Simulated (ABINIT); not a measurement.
# Beyond one shot: MgO (Fm-3m)

Wanted: G0W0 and self-consistent gaps of MgO (Fm-3m), with the cost of the cycles.

Program: ABINIT 10.8.3. Level of theory: PBE and many-body steps on it, plane waves. Results are calculated unless marked as measured.

**The experiments to reproduce.**

- Gap 7.83 eV: direct gap at Gamma, low temperature; bulk crystal (literature value) (quoted in “The Band-Gap Studies of Short-Period CdO/MgO Superlattices”, 2021, pmc:8035356).

Report form: the programs' logs are mostly left out.

**1. Starting point**

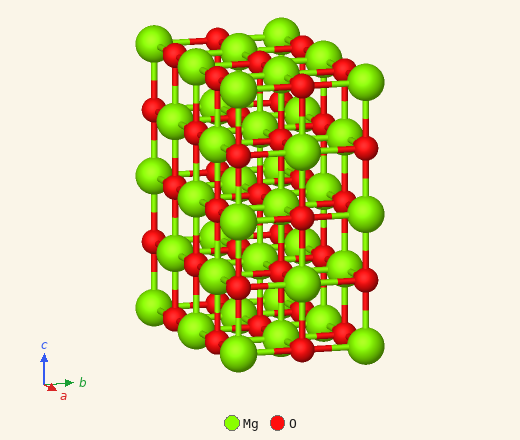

The cell as given, slightly off an axis (magnesium green, oxygen red). 2×1×2 cells are drawn. This picture shows the conventional cell, with its axes. Some periodic images of atoms are drawn too.

Coordinates:

```cif
data_structure
_symmetry_space_group_name_H-M 'Fm-3m'
_symmetry_Int_Tables_number 225
_cell_length_a 4.1940
_cell_length_b 4.1940
_cell_length_c 4.1940
_cell_angle_alpha 90.000
_cell_angle_beta 90.000
_cell_angle_gamma 90.000
_cell_volume 73.77
loop_
_atom_site_label
_atom_site_type_symbol
_atom_site_symmetry_multiplicity
_atom_site_Wyckoff_symbol
_atom_site_fract_x
_atom_site_fract_y
_atom_site_fract_z
_atom_site_occupancy
Mg1 Mg 4 a 0.00000 0.00000 0.00000 1
O1 O 4 b 0.50000 0.00000 0.00000 1
```

The cell and positions are those that the Materials Project relaxed with its own functionals (PBE, PBE+U or r2SCAN), kept fixed.

**2. Empty states on the mesh, 6×6×6 mesh, 152 bands**

This step: ABINIT 10.8.3; DFT, PBE, plane waves, norm-conserving pseudopotentials.

The sums over transitions need many empty states on a uniform mesh; this step solves for them.

The input, run.abi:

```
acell 3*1.0 Angstrom
rprim 
  -0.000000000000 2.097001392700 2.097001392700
  2.097001392700 0.000000000000 2.097001392700
  2.097001392700 2.097001392700 0.000000000000
ntypat 2
znucl 12 8
natom 2
typat 1 2
xred 
  0.000000000000 0.000000000000 0.000000000000
  0.500000000000 0.500000000000 0.500000000000
pp_dirpath "pseudos"
pseudos "Mg.upf, O.upf"
ecut 38
ngkpt 6 6 6
nshiftk 1
shiftk 0 0 0
kptopt 1
chksymbreak 0
irdden 1
istwfk *1
nband 152
prtvol 0
optdriver 6
gwr_task "HDIAGO"
paral_kgb 0
occopt 1
indata_prefix "in"
outdata_prefix "out"
tmpdata_prefix "tmp"
```

On the command line:

```sh
$ OMP_NUM_THREADS=1 mpirun -n 8 abinit run.abi > log
```

It took 4.8 s on 8 MPI ranks of Intel Xeon Platinum 8488C (Sapphire Rapids), shared host; peak memory 1.3 GiB; 37 s of CPU time.

Numbers from this step:

| Property | Result |
| --- | --- |
| gap | 4.895 eV |
| k of the valence top | 0, 0, 0 |
| k of the conduction bottom | 0, 0, 0 |
| least direct gap | 4.895 eV |
| k points computed | 16 |
| lowest point of the top converged band, above the valence top | 203.5316 eV |

On this mesh the gap is 4.895 eV.

The density comes from a self-consistent run that is not shown.

**3. Screening, 6×6×6 mesh, 144 bands, screening to 261.2 eV**

The RPA dielectric matrix is built and inverted for each q.

This step: RPA screening on PBE, plane waves, norm-conserving pseudopotentials.

run.abi, as its differences from that of step 2:

```diff
@@ -20,10 +20,11 @@
 chksymbreak 0
-irdden 1
 istwfk *1
-nband 152
-prtvol 0
-optdriver 6
-gwr_task "HDIAGO"
-paral_kgb 0
 occopt 1
+irdwfk 1
+optdriver 3
+nband 144
+ecuteps 9.6
+inclvkb 2
+awtr 1
+symchi 1
 indata_prefix "in"
```

Wall time 52 s (8 MPI ranks); peak memory 1.5 GiB; 6.9 min of CPU time.

This step gave:

```yaml
eps_infinity_with_local_fields_on_this_mesh_along_the_program_s_q_direction: 3.019
the_same_without_local_fields: 3.238
plasma_frequency: 34.59 eV
plane_waves_in_the_screening_matrix: 169
```

Local fields lower ε∞ by 7 %.

**4. G0W0**

The self-energy is evaluated for the states that the input lists, and the levels follow from it, in one-shot runs by the linearised quasiparticle equation.

This step: G0W0 on PBE, plane waves, norm-conserving pseudopotentials.

run.abi, as its differences from that of step 3:

```diff
@@ -23,8 +23,15 @@
 irdwfk 1
-optdriver 3
+optdriver 4
 nband 144
+gwcalctyp 0
+ecutsigx 38
+symsigma 1
+nkptgw 1
+kptgw 
+  0.0000000000 0.0000000000 0.0000000000
+bdgw 
+  6 12
 ecuteps 9.6
-inclvkb 2
-awtr 1
-symchi 1
+irdscr 1
+ppmodel 1
 indata_prefix "in"
```

Wall time 4.6 s (8 MPI ranks); peak memory 1.2 GiB; 35 s of CPU time.

Numbers from this step:

```
G0W0 gap on the points computed              : 7.253 eV
starting gap on the mesh                     : 4.895 eV
k of the valence top                         : 0, 0, 0
k of the conduction bottom                   : 0, 0, 0
Z at the valence top                         : 0.808
Z at the conduction bottom                   : 0.855
least direct G0W0 gap on the computed points : 7.253 eV
```

The gap on the mesh goes from 4.89 eV to 7.25 eV, a correction of +2.36 eV.

**5. evGW0, cycle 1**

This step: evGW0 on PBE, plane waves, norm-conserving pseudopotentials.

run.abi, as its differences from that of step 4:

```diff
@@ -25,10 +25,40 @@
 nband 144
-gwcalctyp 0
+gwcalctyp 10
 ecutsigx 38
 symsigma 1
-nkptgw 1
+nkptgw 16
 kptgw 
   0.0000000000 0.0000000000 0.0000000000
+  0.1666666667 0.0000000000 0.0000000000
+  0.3333333333 0.0000000000 0.0000000000
+  0.5000000000 0.0000000000 0.0000000000
+  0.1666666667 0.1666666667 0.0000000000
+  0.3333333333 0.1666666667 0.0000000000
+  0.5000000000 0.1666666667 0.0000000000
+  -0.3333333333 0.1666666667 0.0000000000
+  -0.1666666667 0.1666666667 0.0000000000
+  0.3333333333 0.3333333333 0.0000000000
+  0.5000000000 0.3333333333 0.0000000000
+  -0.3333333333 0.3333333333 0.0000000000
+  0.5000000000 0.5000000000 0.0000000000
+  0.5000000000 0.3333333333 0.1666666667
+  -0.3333333333 0.3333333333 0.1666666667
+  -0.3333333333 0.5000000000 0.1666666667
 bdgw 
-  6 12
+  1 15
+  1 15
+  1 15
+  1 15
+  1 15
+  1 15
+  1 15
+  1 15
+  1 15
+  1 15
+  1 15
+  1 15
+  1 15
+  1 15
+  1 15
+  1 15
 ecuteps 9.6
```

Run time: 7.2 min. Hardware: 8 MPI ranks; peak memory 2.2 GiB; 58 min of CPU time.

Numbers from this step:

```yaml
quasiparticle_gap_on_the_mesh: 7.756 eV
gap_of_the_density_functional_on_the_mesh: 4.895 eV
k_of_the_valence_top: 0, 0, 0
k_of_the_conduction_bottom: 0, 0, 0
z_at_the_valence_top: 0.808
z_at_the_conduction_bottom: 0.855
least_direct_quasiparticle_gap_on_the_computed_points: 7.756 eV
```

Against G0W0 in ABINIT (6×6×6 mesh, 144 bands, screening to 261.2 eV, Godby-Needs plasmon pole), the gap moves by +0.503 eV. This first cycle still uses the starting levels; it takes the full correction, at all points of the mesh, and its linearised value is 7.253 eV.

**6. evGW0, cycle 2**

The corrected levels of the last cycle go back in.

run.abi, as its differences from that of step 5:

```diff
@@ -66,2 +66,3 @@
 ppmodel 1
+irdqps 1
 indata_prefix "in"
```

The job ended after 7.2 min (8 MPI ranks; peak memory 2.2 GiB).

Numbers from this step:

```
quasiparticle gap on the mesh                         : 7.636 eV
gap of the density functional on the mesh             : 4.895 eV
k of the valence top                                  : 0, 0, 0
k of the conduction bottom                            : 0, 0, 0
least direct quasiparticle gap on the computed points : 7.636 eV
```

Against the cycle before, the gap moves by −0.120 eV.

**7. evGW0, cycle 3**

run.abi is that of step 6.

It took 7.3 min on 8 MPI ranks; peak memory 2.2 GiB.

Numbers from this step:

| Quantity | Value |
| --- | --- |
| quasiparticle gap on the mesh | 7.634 eV |
| gap of the density functional on the mesh | 4.895 eV |
| k of the valence top | 0, 0, 0 |
| k of the conduction bottom | 0, 0, 0 |
| least direct quasiparticle gap on the computed points | 7.634 eV |

Against the cycle before, the gap moves by −0.002 eV.

**8. Screening, 6×6×6 mesh, 144 bands, screening to 261.2 eV**

This step: RPA screening on PBE, plane waves, norm-conserving pseudopotentials.

The input, run.abi:

```
acell 3*1.0 Angstrom
rprim 
  -0.000000000000 2.097001392700 2.097001392700
  2.097001392700 0.000000000000 2.097001392700
  2.097001392700 2.097001392700 0.000000000000
ntypat 2
znucl 12 8
natom 2
typat 1 2
xred 
  0.000000000000 0.000000000000 0.000000000000
  0.500000000000 0.500000000000 0.500000000000
pp_dirpath "pseudos"
pseudos "Mg.upf, O.upf"
ecut 38
ngkpt 6 6 6
nshiftk 1
shiftk 0 0 0
kptopt 1
chksymbreak 0
istwfk *1
occopt 1
irdwfk 1
optdriver 3
nband 144
ecuteps 9.6
inclvkb 2
awtr 1
symchi 1
gwcalctyp 10
mbpt_sciss 3.232 eV
nqptdm 1
qptdm 
  0 0 0
indata_prefix "in"
outdata_prefix "out"
tmpdata_prefix "tmp"
```

It took 3.5 s on 8 MPI ranks; peak memory 1.3 GiB.

Numbers from this step:

```yaml
eps_infinity_with_local_fields_on_this_mesh_along_the_program_s_q_direction: 2.603
the_same_without_local_fields: 2.758
plasma_frequency: 34.59 eV
plane_waves_in_the_screening_matrix: 169
```

This screening uses the functional's bands under a rigid shift, the mean opening of the cycle before.

**9. Screening, 6×6×6 mesh, 144 bands, screening to 261.2 eV**

This step: RPA screening on PBE from quasiparticle energies, plane waves, norm-conserving pseudopotentials.

run.abi, as its differences from that of step 8:

```diff
@@ -29,7 +29,21 @@
 symchi 1
+irdqps 1
 gwcalctyp 10
-mbpt_sciss 3.232 eV
-nqptdm 1
+nqptdm 15
 qptdm 
-  0 0 0
+  0.1666666667 0.0000000000 0.0000000000
+  0.3333333333 0.0000000000 0.0000000000
+  0.5000000000 0.0000000000 0.0000000000
+  0.1666666667 0.1666666667 0.0000000000
+  0.3333333333 0.1666666667 0.0000000000
+  0.5000000000 0.1666666667 0.0000000000
+  -0.3333333333 0.1666666667 0.0000000000
+  -0.1666666667 0.1666666667 0.0000000000
+  0.3333333333 0.3333333333 0.0000000000
+  0.5000000000 0.3333333333 0.0000000000
+  -0.3333333333 0.3333333333 0.0000000000
+  0.5000000000 0.5000000000 0.0000000000
+  0.5000000000 0.3333333333 0.1666666667
+  -0.3333333333 0.3333333333 0.1666666667
+  -0.3333333333 0.5000000000 0.1666666667
 indata_prefix "in"
```

The input, mrgscr.stdin:

```
2
merged
q0_SCR
out_SCR
1
```

On the command line:

```sh
$ OMP_NUM_THREADS=1 mpirun -n 8 abinit run.abi > log; mrgscr < mrgscr.stdin
```

Elapsed: 52 s, on 8 MPI ranks; peak memory 1.5 GiB.

This step gave:

```
plasma frequency                    : 34.59 eV
plane waves in the screening matrix : 169
```

This screening reads the quasiparticle levels of the cycle before.

**10. evGW, cycle 1**

This step: evGW on PBE, plane waves, norm-conserving pseudopotentials.

run.abi, as its differences from that of step 9:

```diff
@@ -23,12 +23,10 @@
 irdwfk 1
-optdriver 3
+optdriver 4
 nband 144
-ecuteps 9.6
-inclvkb 2
-awtr 1
-symchi 1
-irdqps 1
 gwcalctyp 10
-nqptdm 15
-qptdm 
+ecutsigx 38
+symsigma 1
+nkptgw 16
+kptgw 
+  0.0000000000 0.0000000000 0.0000000000
   0.1666666667 0.0000000000 0.0000000000
@@ -48,2 +46,23 @@
   -0.3333333333 0.5000000000 0.1666666667
+bdgw 
+  1 15
+  1 15
+  1 15
+  1 15
+  1 15
+  1 15
+  1 15
+  1 15
+  1 15
+  1 15
+  1 15
+  1 15
+  1 15
+  1 15
+  1 15
+  1 15
+ecuteps 9.6
+irdscr 1
+ppmodel 1
+irdqps 1
 indata_prefix "in"
```

On the command line:

```sh
$ OMP_NUM_THREADS=1 mpirun -n 8 abinit run.abi > log
```

Run time: 7.3 min. Hardware: 8 MPI ranks; peak memory 2.2 GiB; 58 min of CPU time.

Numbers from this step:

| Quantity | Value |
| --- | --- |
| quasiparticle gap on the mesh | 8.263 eV |
| gap of the density functional on the mesh | 4.895 eV |
| k of the valence top | 0, 0, 0 |
| k of the conduction bottom | 0, 0, 0 |
| least direct quasiparticle gap on the computed points | 8.263 eV |

Against G0W0 in ABINIT (6×6×6 mesh, 144 bands, screening to 261.2 eV, Godby-Needs plasmon pole), the gap moves by +1.010 eV.

**11. Screening, 6×6×6 mesh, 144 bands, screening to 261.2 eV**

This step: RPA screening on PBE, plane waves, norm-conserving pseudopotentials.

The input, run.abi:

```
acell 3*1.0 Angstrom
rprim 
  -0.000000000000 2.097001392700 2.097001392700
  2.097001392700 0.000000000000 2.097001392700
  2.097001392700 2.097001392700 0.000000000000
ntypat 2
znucl 12 8
natom 2
typat 1 2
xred 
  0.000000000000 0.000000000000 0.000000000000
  0.500000000000 0.500000000000 0.500000000000
pp_dirpath "pseudos"
pseudos "Mg.upf, O.upf"
ecut 38
ngkpt 6 6 6
nshiftk 1
shiftk 0 0 0
kptopt 1
chksymbreak 0
istwfk *1
occopt 1
irdwfk 1
optdriver 3
nband 144
ecuteps 9.6
inclvkb 2
awtr 1
symchi 1
gwcalctyp 10
mbpt_sciss 3.930 eV
nqptdm 1
qptdm 
  0 0 0
indata_prefix "in"
outdata_prefix "out"
tmpdata_prefix "tmp"
```

The job ended after 3.2 s (8 MPI ranks; peak memory 1.4 GiB; 24 s of CPU time).

This step gave:

```
ε∞ with local fields, on this mesh, along the program's q direction : 2.538
the same without local fields                                       : 2.683
plasma frequency                                                    : 34.59 eV
plane waves in the screening matrix                                 : 169
```

This screening uses the functional's bands under a rigid shift, the mean opening of the cycle before.

**12. Screening, 6×6×6 mesh, 144 bands, screening to 261.2 eV**

This step: RPA screening on PBE from quasiparticle energies, plane waves, norm-conserving pseudopotentials.

run.abi, as its differences from that of step 11:

```diff
@@ -29,7 +29,21 @@
 symchi 1
+irdqps 1
 gwcalctyp 10
-mbpt_sciss 3.930 eV
-nqptdm 1
+nqptdm 15
 qptdm 
-  0 0 0
+  0.1666666667 0.0000000000 0.0000000000
+  0.3333333333 0.0000000000 0.0000000000
+  0.5000000000 0.0000000000 0.0000000000
+  0.1666666667 0.1666666667 0.0000000000
+  0.3333333333 0.1666666667 0.0000000000
+  0.5000000000 0.1666666667 0.0000000000
+  -0.3333333333 0.1666666667 0.0000000000
+  -0.1666666667 0.1666666667 0.0000000000
+  0.3333333333 0.3333333333 0.0000000000
+  0.5000000000 0.3333333333 0.0000000000
+  -0.3333333333 0.3333333333 0.0000000000
+  0.5000000000 0.5000000000 0.0000000000
+  0.5000000000 0.3333333333 0.1666666667
+  -0.3333333333 0.3333333333 0.1666666667
+  -0.3333333333 0.5000000000 0.1666666667
 indata_prefix "in"
```

mrgscr.stdin is that of step 9.

On the command line:

```sh
$ OMP_NUM_THREADS=1 mpirun -n 8 abinit run.abi > log; mrgscr < mrgscr.stdin
```

Run time: 52 s. Hardware: 8 MPI ranks; peak memory 1.5 GiB; 6.8 min of CPU time.

Numbers from this step:

* plasma frequency: 34.59 eV
* plane waves in the screening matrix: 169

This screening reads the quasiparticle levels of the cycle before.

**13. evGW, cycle 2**

This step: evGW on PBE, plane waves, norm-conserving pseudopotentials.

run.abi, as its differences from that of step 12:

```diff
@@ -23,12 +23,10 @@
 irdwfk 1
-optdriver 3
+optdriver 4
 nband 144
-ecuteps 9.6
-inclvkb 2
-awtr 1
-symchi 1
-irdqps 1
 gwcalctyp 10
-nqptdm 15
-qptdm 
+ecutsigx 38
+symsigma 1
+nkptgw 16
+kptgw 
+  0.0000000000 0.0000000000 0.0000000000
   0.1666666667 0.0000000000 0.0000000000
@@ -48,2 +46,23 @@
   -0.3333333333 0.5000000000 0.1666666667
+bdgw 
+  1 15
+  1 15
+  1 15
+  1 15
+  1 15
+  1 15
+  1 15
+  1 15
+  1 15
+  1 15
+  1 15
+  1 15
+  1 15
+  1 15
+  1 15
+  1 15
+ecuteps 9.6
+irdscr 1
+ppmodel 1
+irdqps 1
 indata_prefix "in"
```

On the command line:

```sh
$ OMP_NUM_THREADS=1 mpirun -n 8 abinit run.abi > log
```

The job ended after 7.2 min (8 MPI ranks; peak memory 2.2 GiB).

This step gave:

```yaml
quasiparticle_gap_on_the_mesh: 8.351 eV
gap_of_the_density_functional_on_the_mesh: 4.895 eV
k_of_the_valence_top: 0, 0, 0
k_of_the_conduction_bottom: 0, 0, 0
least_direct_quasiparticle_gap_on_the_computed_points: 8.351 eV
```

Against the cycle before, the gap moves by +0.088 eV.

**14. Side by side**

Times are wall times on 8 MPI ranks of Intel Xeon Platinum 8488C (Sapphire Rapids), shared host, good to a factor of about two. A run's time includes the screening step that it read.

| run | mesh | bands | screening cutoff (eV) | DFT gap (eV) | gap on the mesh (eV) | direct (eV) | ε∞ used | time |
| --- | --- | --- | --- | --- | --- | --- | --- | --- |
| G0W0 | 6×6×6 | 144 | 261.2 | 4.895 | 7.253 | 7.253 | 3.02 | 56 s |
| evGW0, cycle 1 | 6×6×6 | 144 | 261.2 | 4.895 | 7.756 | 7.756 | 3.02 | 8.1 min |
| evGW0, cycle 2 | 6×6×6 | 144 | 261.2 | 4.895 | 7.636 | 7.636 | 3.02 | 8.1 min |
| evGW0, cycle 3 | 6×6×6 | 144 | 261.2 | 4.895 | 7.634 | 7.634 | 3.02 | 8.1 min |
| evGW, cycle 1 | 6×6×6 | 144 | 261.2 | 4.895 | 8.263 | 8.263 | 2.60 | 8.2 min |
| evGW, cycle 2 | 6×6×6 | 144 | 261.2 | 4.895 | 8.351 | 8.351 | 2.54 | 8.1 min |

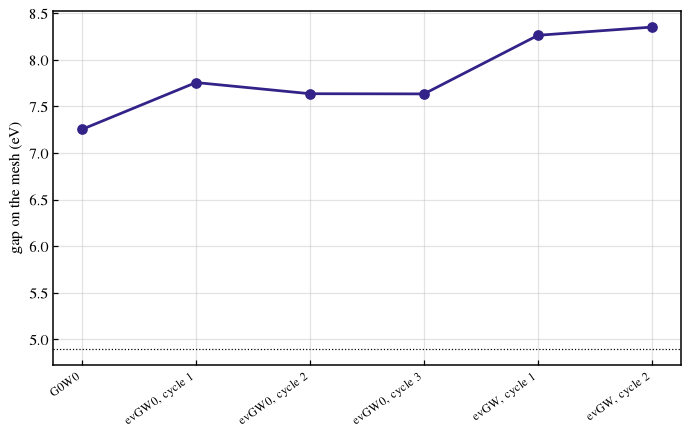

The gap through the cycles; the dotted line is the starting gap.

**15. What came out**

```json
{
 "G0W0": "7.253 eV",
 "evGW0, cycle 1": "7.756 eV",
 "evGW0, cycle 2": "7.636 eV",
 "evGW0, cycle 3": "7.634 eV",
 "evGW, cycle 1": "8.263 eV",
 "evGW, cycle 2": "8.351 eV",
 "known limits": "not at the basis limit"
}
```

What this shows: Only the bands that the input lists are updated; the others, empty or deep, keep the functional's energies or take a rigid shift. The evGW loop starts from the last levels of evGW0, so its cycles and time come on top of those. evGW0 ends at 7.63 eV, +0.38 eV from G0W0, after 3 cycles that took 22 min beside the first screening; the last moved the gap by 0.002 eV. evGW ends at 8.35 eV, +1.10 eV from G0W0, after 2 cycles that took 16 min beside the first screening; the last moved the gap by 0.088 eV, so the loop had not settled. The first cycle of evGW0 takes the full correction, without the factor Z, so it overshoots the one-shot value. Against experiment, by evGW, cycle 2: the direct gap of 8.35 eV lies +0.52 eV from the measured 7.83 eV (direct, quoted 2021). An exciton line or allowed optical edge lies below the quasiparticle gap by the binding energy; a forbidden edge can push the onset above it. These are gaps on the mesh, at modest bands and cutoff. The calculation has static nuclei and no excitons; a measured gap holds zero-point and thermal motion, which mostly lowers it. Bands and cutoff are finite, so the gap is not at the basis limit. The miss can reach some tenths of an eV and take either sign; the mesh is an error of its own. In the updated screening the q = 0 part is built from Kohn-Sham bands under a rigid shift, the other q from the quasiparticle levels.

[Paths, hosts, dates, memory and timing lines, banners, echoed tables and standing remarks are left out of the program output.]

[Logs are printed without paths, hosts, clocks, repeated set-up lines and the standing remarks that a program may print on its own settings, such as how far it seeks lower states.]

[Runs of the session that timed out or met a known fault of the program may be left out.]

[Hosts, paths, dates, database ids (printed as entryN), source tags and the programs' standing remarks are cut or masked in the printed files.]

[G0W0 gaps are taken among the corrected bands and points alone; a level outside them can change the order at an edge.]

[Where Ansatz stands beside ABINIT at settings called matched, ABINIT's density can come from a denser mesh and the files from another edition; pairs whose starting gaps differed by over 0.03 eV were left out, so agreement reads better than it is.]
